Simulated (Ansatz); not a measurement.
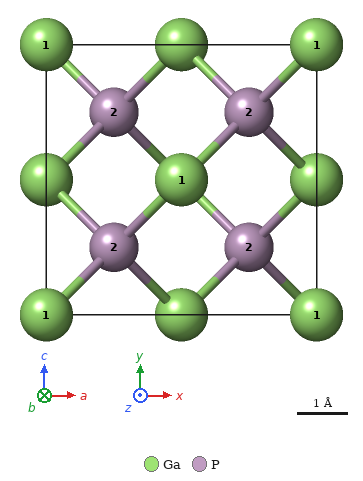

A scan of solid GaP (F-43m): the cell is strained along y alone, with the atoms kept at their fractional coordinates. x, y and z are the Cartesian axes of the input. The picture shows the reference cell. Style: ball-and-stick. Shown: the conventional cell (4 times the calculation's cell), along the b axis. Lengths and directions refer to the drawn axes.

The calculation used DFT PBE, scalar-relativistic, plane waves, PAW in Ansatz. (plane-wave cutoff 420 eV; k-point mesh 8 × 8 × 8; occupations gaussian; smearing width 0.05 eV; no spin polarisation). Energies (free energies at the smearing named) are counted from the cell as listed in its source, which wasn't relaxed.

```
CELL_PARAMETERS angstrom
0.00000 2.72525 2.72525
2.72525 0.00000 2.72525
2.72525 2.72525 0.00000
ATOMIC_POSITIONS crystal
Ga 0.00000 0.00000 0.00000
P 0.75000 0.75000 0.75000
```

Q: What energies does the calculation give (the strain: −0.0600, −0.0450, −0.0300, −0.0150, 0.0000, 0.0150, 0.0300, 0.0450, 0.0525, 0.0600)?

A:
| strain | ΔE (meV/atom) |
| --- | --- |
| −0.0600 | 51.5 |
| −0.0450 | 32.3 |
| −0.0300 | 17.4 |
| −0.0150 | 6.7 |
| 0.0000 | 0.0 |
| 0.0150 | −2.8 |
| 0.0300 | −1.9 |
| 0.0450 | 2.7 |
| 0.0525 | 6.3 |
| 0.0600 | 10.7 |

The lowest computed point lies at the strain 0.015 (−2.8 meV/atom). The unrelaxed reference is under a pressure of 2.5 GPa, which tilts the curve. The distortion takes the space group from F-43m to I-4m2. At the strain −0.06 the cell of the drawing goes c 5.450 → 5.123 Å.

The computed profile:

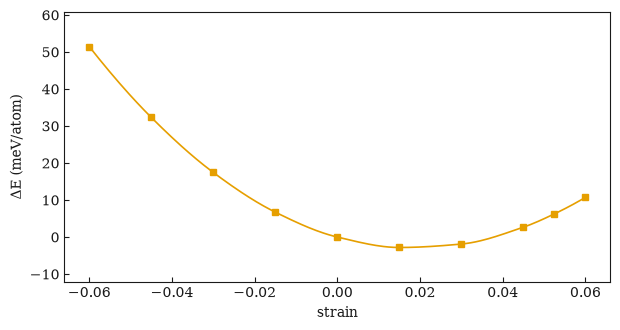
